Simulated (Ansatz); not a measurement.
Here is a crystal structure:

```xyz
12
Lattice="5.2398 0.0000 0.0000 2.5749 6.4660 0.0000 2.6167 0.4669 6.5052" Properties=species:S:1:pos:R:3 pbc="T T T"
Si    7.7980    1.9866    6.0351
Si    5.1971    3.1143    4.8083
Si    2.6334    4.9463    0.4702
Si    5.2342    3.8186    1.6969
O     5.1629    2.4605    0.8360
O     5.2685    4.4724    5.6693
O     6.4654    2.1901    5.1583
O     6.5890    4.6197    1.3779
O     3.9660    4.7428    1.3470
O     3.8424    2.3132    5.1273
O     0.0000    0.0000    0.0000
O     5.2157    3.4665    3.2526
```

Question: Summarise the structure in words.

Answer: The formula is SiO₂. The symmetry is that of P-1 (No. 2), on a primitive triclinic lattice. With Z = 4, the cell contains 4 Si, 8 O. Si sits among four O in a tetrahedral arrangement at 1.59 to 1.61 Å. O is coordinated by two Si at 1.59 to 1.61 Å. The bonds build a three-dimensional framework.

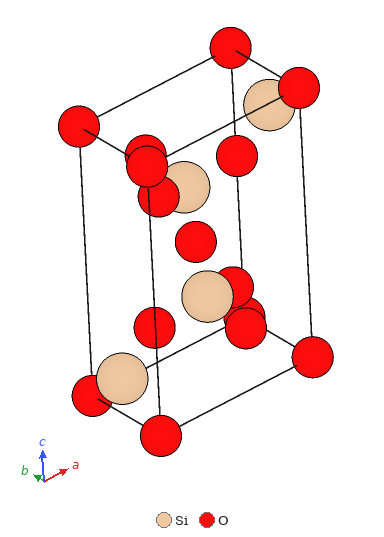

The image is a spheres-only drawing of a crystal, viewed slightly off an axis. The conventional unit cell is outlined; an atom on or near a face, edge or corner is repeated at each equivalent position. Colours: silicon light orange, oxygen red.

Origin of the cell: a structure listed in the Materials Project. Earlier steps of the study, as a rule a relaxation of our own, may have changed the cell and positions, so they can lie some per cent off the listed ones. A calculation with Ansatz used it as input.
